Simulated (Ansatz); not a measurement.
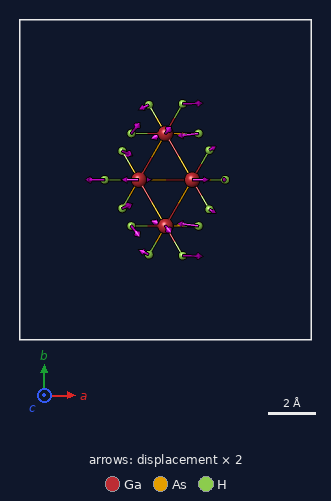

This is a relaxation of a wire of composition Ga₂As₂H₇. The starting structure is drawn; purple arrows show the displacements (the part carried along by the change of the cell is left out), 2 times their true length.

The picture is a ball-and-stick view of the cell of the calculation, with the vacuum cut short, seen along the c axis.

Case: wire along [1 1 1], 8 atoms a period, capped with H.

These are results of DFT PBEsol, scalar-relativistic, plane waves, PAW in Ansatz, not measurements.

Input
```yaml
crystal:
  lattice:
    - [14.2, 0.0, 0.0]
    - [0.0, 15.9, 0.0]
    - [0.0, 0.0, 9.8004198475]
  atoms:
    - { symbol: Ga, position: [0.5829972381, 0.5, 0.0] }
    - { symbol: As, position: [0.5016598751, 0.3741822438, 0.4166666667] }
    - { symbol: Ga, position: [0.420322512, 0.5, 0.3333333333] }
    - { symbol: As, position: [0.5016598751, 0.6258177562, 0.4166666667] }
    - { symbol: Ga, position: [0.5016598751, 0.6258177562, 0.6666666667] }
    - { symbol: As, position: [0.420322512, 0.5, 0.0833333333] }
    - { symbol: Ga, position: [0.5016598751, 0.3741822438, 0.6666666667] }
    - { symbol: As, position: [0.5829972381, 0.5, 0.75] }
    - { symbol: H, position: [0.6351173154, 0.5806226184, 0.0533990728] }
    - { symbol: H, position: [0.6351173154, 0.4193773816, 0.0533990728] }
    - { symbol: H, position: [0.4511996728, 0.2961272247, 0.3649682012] }
    - { symbol: H, position: [0.6025802795, 0.3741822438, 0.3649682012] }
    - { symbol: H, position: [0.3160823574, 0.5, 0.3867324062] }
    - { symbol: H, position: [0.4511996728, 0.7038727753, 0.3649682012] }
    - { symbol: H, position: [0.6025802795, 0.6258177562, 0.3649682012] }
    - { symbol: H, position: [0.3974197205, 0.6258177562, 0.7200657395] }
    - { symbol: H, position: [0.5537799524, 0.7064403746, 0.7200657395] }
    - { symbol: H, position: [0.3698623098, 0.4219449809, 0.0316348679] }
    - { symbol: H, position: [0.3698623098, 0.5780550191, 0.0316348679] }
    - { symbol: H, position: [0.3974197205, 0.3741822438, 0.7200657395] }
    - { symbol: H, position: [0.5537799524, 0.2935596254, 0.7200657395] }
    - { symbol: H, position: [0.6839176426, 0.5, 0.6983015346] }
basis:
  ecutwfc: 420
kpoints:
  mp_grid: { grid: [1, 1, 4] }
hamiltonian:
  xc: pbesol
scf:
  occupations: { method: gaussian, width: 0.05 }
output:
  forces: true
  stress: true
  eigenvalues: true
  populations: true
  write_density: true
  write_potential: true
  elf: true
  volumetric_format: npy
relax:
  adjacent_minimum: "off"
  f_tol: 0.02
  max_steps: 45
  cell: { fix: [a, b, alpha, beta, gamma], stress_tol: 0.03 }
```

Launched with:
```bash
ansatz run input.yaml --threads 4 --pin off --max-ram 11264MiB --backend cpu --events-out ev --progress --plain --runs-dir out
```

Question: What did the optimiser do to the structure, and how much energy did it gain?

Answer: The largest moves relative to the centre of the atoms, 0.51 Å, are those of H12, H13, H15, H17 and H21. Largest moves by element: H 0.51 Å, Ga 0.41 Å, As 0.39 Å. Along the periodic axis the drawn cell goes c 9.800 → 9.500 Å (−3.1 %). Near-neighbour distances that change, for instance: As2–Ga7 2.450 → 2.512 Å, Ga3–H13 1.570 → 1.551 Å, Ga1–H10 1.570 → 1.558 Å, Ga3–As6 2.450 → 2.443 Å. Bond angles that change, for instance: Ga3–As4–Ga5 109.5° → 125.6°, H16–Ga5–H17 109.5° → 124.9°, Ga5–As8–Ga7 109.5° → 124.8°. The energy falls by 0.785 eV per cell of the calculation in 14 accepted moves (17 points after the start). Largest force component: 0.84 eV/Å at the start, 0.015 eV/Å at the end. The line search rejected the trial steps at points 13, 15 of the run. At 1 point the geometry stayed and the basis and grid were re-selected for the new cell (energy shift of 5.2 meV per cell of the calculation at most each time). The run took 5.8 min on 4 threads of Arm Neoverse V1 (shared host), peak memory 2.6 GiB.
